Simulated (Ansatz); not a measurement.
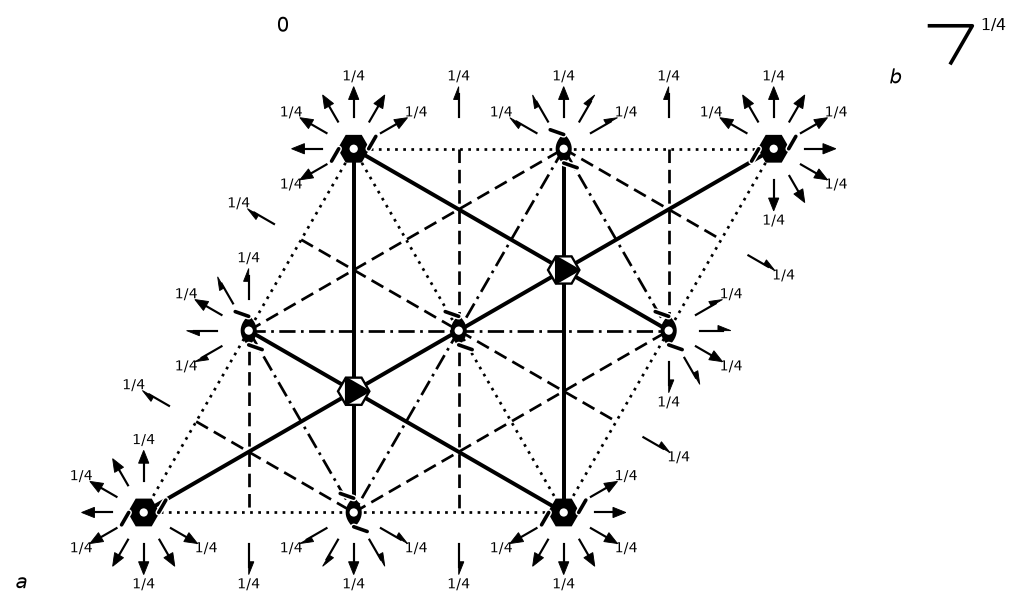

Symmetry elements of a space group, projected down c, computed from the operations of a computed or model structure of composition Ta, which need not be its known form.

Symbols follow the International Tables: origin at the upper left, the third axis towards the viewer; heavy, dashed, dotted, dash-dotted and dash-dot-dot lines are mirror, in-plane glide, out-of-plane glide, diagonal (n; with arrows d) and double (e) glide planes seen edge on; arrows at the rim are 2 (full head) and 2₁ (half head) axes in the plane; the corner sign is a plane parallel to the page; fractions are heights. Handed screw axes carry their printed symbol instead of tails.

Give the Hermann–Mauguin symbol and number.

No. 194, P6_3/mmc; primitive hexagonal, point group 6/mmm, 24 general positions a cell.

List the elements shown.

−6 axes along c at (1/3, 2/3), (2/3, 1/3); 6₃ axes along c at (0, 0); 2₁ axes along c at (0, 1/2), (1/2, 0), (1/2, 1/2); inversion centres at (0, 0), (0, 1/2), (1/2, 0), (1/2, 1/2); mirror planes holding c and [1 2 0] or [2 1 0] or [−1 1 0]; in-plane glide planes holding c and [1 2 0] or [2 1 0] or [−1 1 0]; c glide planes normal to a*, at x = 0; n glide planes normal to a*, at x = 1/2; c glide planes normal to b*, at y = 0; n glide planes normal to b*, at y = 1/2; c glide planes holding c and [1 1 0]; diagonal glide planes holding c and [1 1 0]; a mirror plane normal to c at height 1/4; 2 axes along [1 1 0] at height 0; 2 axes along [1 2 0] at height 1/4; 2 axes along [2 1 0] at height 1/4; 2 axes along [−1 1 0] at height 1/4; 2 axes along a at height 0; 2 axes along b at height 0; 2₁ axes along [1 1 0] at height 0; 2₁ axes along [1 2 0] at height 1/4; 2₁ axes along [2 1 0] at height 1/4; 2₁ axes along [−1 1 0] at height 1/4; 2₁ axes along a at height 0; 2₁ axes along b at height 0. Heights repeat every half period; positions are (a, b) fractions, modulo 1.

Write the general positions (in any order).

x, y, z
−x, −y, −z
x−y, x, z+1/2
−x+y, −x, −z+1/2
−y, x−y, z
y, −x+y, −z
−x, −y, z+1/2
x, y, −z+1/2
−x+y, −x, z
x−y, x, −z
y, −x+y, z+1/2
−y, x−y, −z+1/2
−y, −x, −z+1/2
y, x, z+1/2
−x, −x+y, −z
x, x−y, z
−x+y, y, −z+1/2
x−y, −y, z+1/2
y, x, −z
−y, −x, z
x, x−y, −z+1/2
−x, −x+y, z+1/2
x−y, −y, −z
−x+y, y, z
